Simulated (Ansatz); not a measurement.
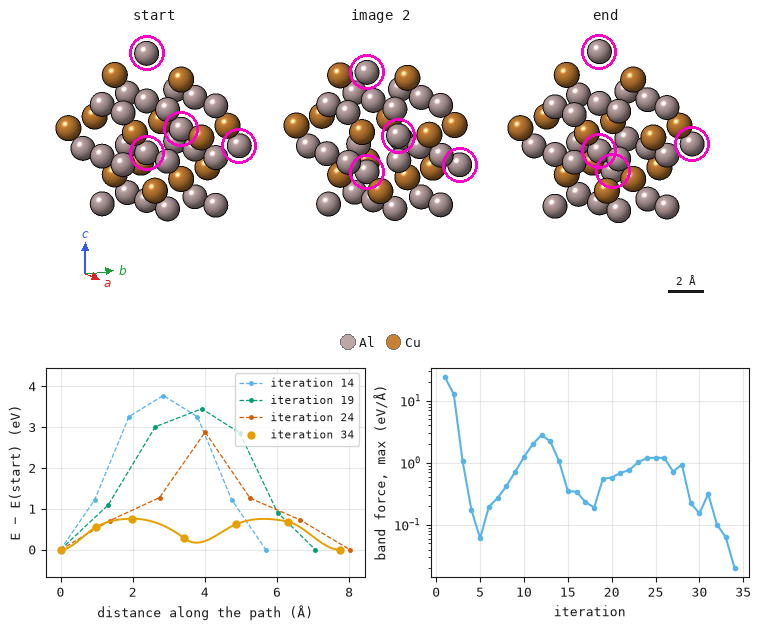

A nudged-elastic-band calculation for a defect cell of composition Al9Cu4 (13 atoms in the cell). Images are numbered from 0 (start) to 6 (end). The plot follows the band through its iterations. A spheres-only model of the atoms within 5.0 Å of the middle of the path, seen slightly off an axis. The atoms that move most are ringed.

Level of theory: DFT PBE, scalar-relativistic, plane waves, PAW in Ansatz 0.2.0.

Input file:
```yaml
crystal:
  lattice:
    - [0.0, 0.0, -5.7824626538]
    - [4.0892560504, -4.0892560504, 0.0]
    - [-4.0892560504, -4.0892560504, 0.0]
  atoms:
    - { symbol: Al, position: [0.2603520707, 0.7396751569, 0.2602833634] }
    - { symbol: Al, position: [0.7396389802, 0.2604082666, 0.2604056276] }
    - { symbol: Al, position: [0.2603479894, 0.2602818103, 0.7396766852] }
    - { symbol: Al, position: [0.7397059099, 0.7396198739, 0.739617184] }
    - { symbol: Al, position: [0.260378223, 0.2603159889, 0.260313122] }
    - { symbol: Al, position: [0.7396706095, 0.739587652, 0.2603746712] }
    - { symbol: Al, position: [0.260320795, 0.7397084988, 0.7397056064] }
    - { symbol: Al, position: [0.7396752816, 0.2603728519, 0.7395894073] }
    - { symbol: Cu, position: [0.5001992786, 2.871e-07, 3.137e-07] }
    - { symbol: Cu, position: [-3.82e-08, 0.4999349707, -3.137e-07] }
    - { symbol: Cu, position: [0.4999079644, 0.5000298154, 0.5000342982] }
    - { symbol: Cu, position: [3.82e-08, -2.871e-07, 0.4999251675] }
    - { symbol: Al, position: [-0.0001180109, 3.72105e-05, 4.29182e-05] }
basis:
  ecutwfc: 420
  xc_grid: 2
kpoints:
  mp_grid: { grid: [4, 4, 4], shift: [0.5, 0.5, 0.5] }
hamiltonian:
  xc: pbe
scf:
  occupations: { method: gaussian, width: 0.1 }
output:
  forces: true
neb:
  images: 5
  f_tol: 0.05
  max_iterations: 70
  order_check: false
  final_atoms:
    - { symbol: Al, position: [0.2397059099, 0.7396198739, 0.239617184] }
    - { symbol: Al, position: [0.7603479894, 0.2602818103, 0.2396766852] }
    - { symbol: Al, position: [0.2396389802, 0.2604082666, 0.7604056276] }
    - { symbol: Al, position: [0.7603520707, 0.7396751569, 0.7602833634] }
    - { symbol: Al, position: [0.2396752816, 0.2603728519, 0.2395894073] }
    - { symbol: Al, position: [0.760320795, 0.7397084988, 0.2397056064] }
    - { symbol: Al, position: [0.2396706095, 0.739587652, 0.7603746712] }
    - { symbol: Al, position: [0.760378223, 0.2603159889, 0.760313122] }
    - { symbol: Cu, position: [0.5000000382, -2.871e-07, -7.48325e-05] }
    - { symbol: Cu, position: [-9.20356e-05, 0.5000298154, 3.42982e-05] }
    - { symbol: Cu, position: [0.4999999618, 0.4999349707, 0.4999996863] }
    - { symbol: Cu, position: [0.0001992786, 2.871e-07, 0.5000003137] }
    - { symbol: Al, position: [-0.5001180109, 3.72105e-05, -0.4999570818] }
```

Run as
```bash
ansatz run input.yaml --threads 4 --pin off --max-ram 8192MiB --backend cpu --events-out ev --progress --plain --runs-dir out
```

**Judge this run.**

The run is converged, with reservations. The band converged in 34 iterations. The largest component of the band force went from 24 to 0.02 eV/Å. The climbing image converged on the top of the path. Its curvatures weren't checked. The first iteration put the highest image at 23.23 eV. The two ends have the same energy, and the highest point, image 2, lies 0.76 eV above the start. The profile has 2 maxima (images 2, 5) with a dip at image 3 (+0.28 eV), so the process runs in steps.

Limits of the set-up: the periodic images lie only 5.8 Å apart, so the values are limited by the cell's size.
